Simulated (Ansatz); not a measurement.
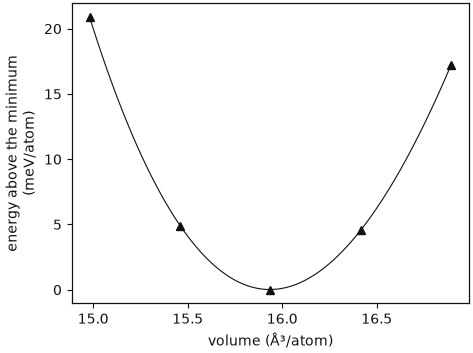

The plot gives the computed energy above the minimum against volume.

How it was computed, with Ansatz 0.2.0: third-order Birch-Murnaghan fit to density functional energies at scaled volumes of the given relaxed cell, shape and atoms relaxed at each volume; energies count from the fitted minimum; plane waves with PAW datasets, Γ-centred k mesh. Level: PBE, no spin polarisation.

For which of these solids was it computed?
A. C, Fd-3m (No. 227)
B. TiAl₃, I4/mmm (No. 139)
C. Nb, Im-3m (No. 229)
D. Ga₃Sb, I4/mmm (No. 139)

Answer. B, TiAl₃: energy above the minimum from 0.0 meV/atom to 20.9 meV/atom, V0 15.93 Å³/atom, B0 106 GPa. The others give: Ga₃Sb, energy above the minimum from 0.0 meV/atom to 12.7 meV/atom, V0 22.05 Å³/atom, B0 45.3 GPa; Nb, energy above the minimum from 0.0 meV/atom to 37.3 meV/atom, V0 18.15 Å³/atom, B0 168 GPa; C, energy above the minimum from 0.0 meV/atom to 30.6 meV/atom, V0 5.695 Å³/atom, B0 432 GPa.
